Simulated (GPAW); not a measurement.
HfN, space group F-43m (No. 216), a = 4.910 Å, b = 4.910 Å, c = 4.910 Å, α = 90.00°, β = 90.00°, γ = 90.00°

```csv
site,Wyckoff,x,y,z
Hf,4a,0.0000,0.0000,0.0000
N,4d,0.2500,0.2500,0.7500
```

Origin: a cell listed in the Materials Project, as set up for an electronic-structure calculation.

Describe the coordination of Hf.

Answer. HfN4: an essentially ideal tetrahedron (coordination number 4, S = 0.00; next best see-saw, S = 9.8). Bonds: 4 × Hf–N 2.13 Å. The next neighbour, not counted, lies at 3.47 Å.

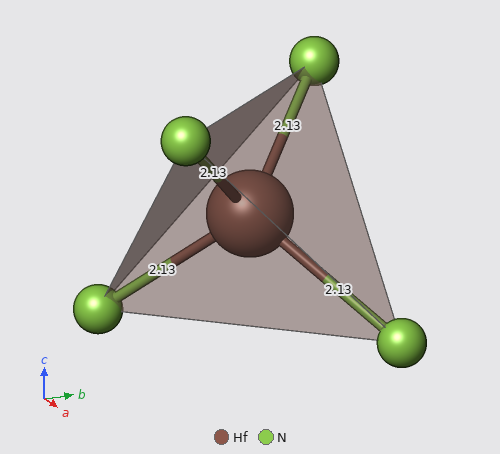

The polyhedron about Hf. Shape measures S are computed against regular polyhedra or, for capped shapes, the nearer of the equal-edge and equal-bond forms.
